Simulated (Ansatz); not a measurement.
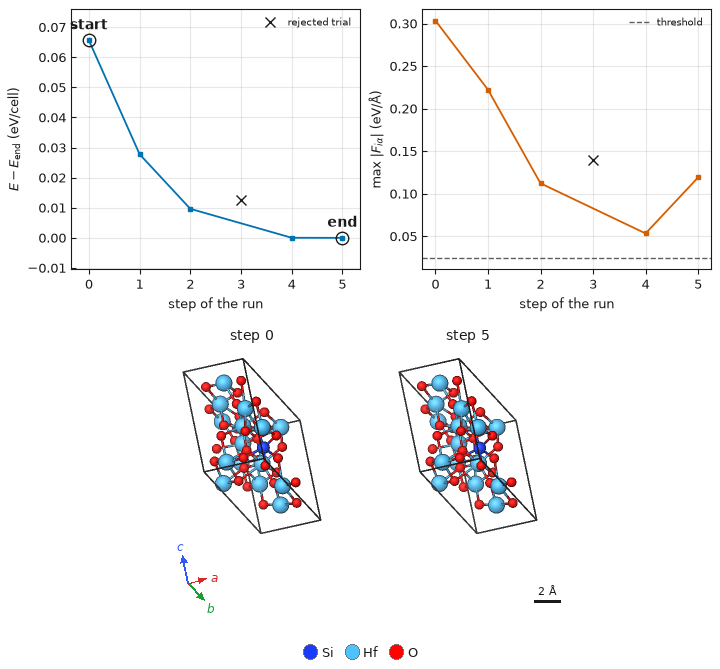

First and last geometry of a relaxation of a defect cell of composition Hf15SiO32 (cell charge −1), with the history of the run. Style: ball-and-stick. Shown: the cell of the calculation, from a free direction.

Case: Si on a Hf site (a), charge -1, atoms relaxed at the host's cell.

Computed with Ansatz 0.2.0, DFT PBE, scalar-relativistic, plane waves, PAW. Set-up: plane-wave cutoff 420 eV; k-point mesh 2 × 2 × 2; occupations gaussian; smearing width 0.01 eV; mesh shifted by (0.5, 0.5, 0.5); collinear spin; atoms relaxed in a fixed cell; force threshold 0.025 eV/Å; at most 45 steps.

Question: What do the curves and the structures tell?

Answer: The run was cut off at its time limit before the relaxation converged, so the last structure is only a point on the way. The largest move is that of an O atom, 0.068 Å roughly along [1 −1 3]. Largest moves by element: O 0.068 Å, Si 0.038 Å, Hf 0.038 Å. The cell doesn't change. Among the contacts that change: Hf–O 2.323 → 2.261 Å, Hf–O 2.361 → 2.302 Å, Hf–O 2.492 → 2.544 Å, Hf–O 2.406 → 2.365 Å. Bond angles that change, for instance: Hf–O–Hf 129.7° → 133.3°, Hf–O–Hf 105.0° → 102.2°, Hf–O–Hf 106.2° → 108.7°. The energy falls by 65.6 meV per cell of the calculation in 4 accepted moves (5 points after the start). The largest force component goes from 0.3 to 0.12 eV/Å. The line search rejected the trial step at point 3 of the run. The run took 8.8 min on 4 threads of AMD EPYC 7B13 (Zen 3), with other jobs on the host, peak memory 4.1 GiB.

Limits of the set-up: the cell is charged, on a uniform background, and energies carry no finite-size correction.
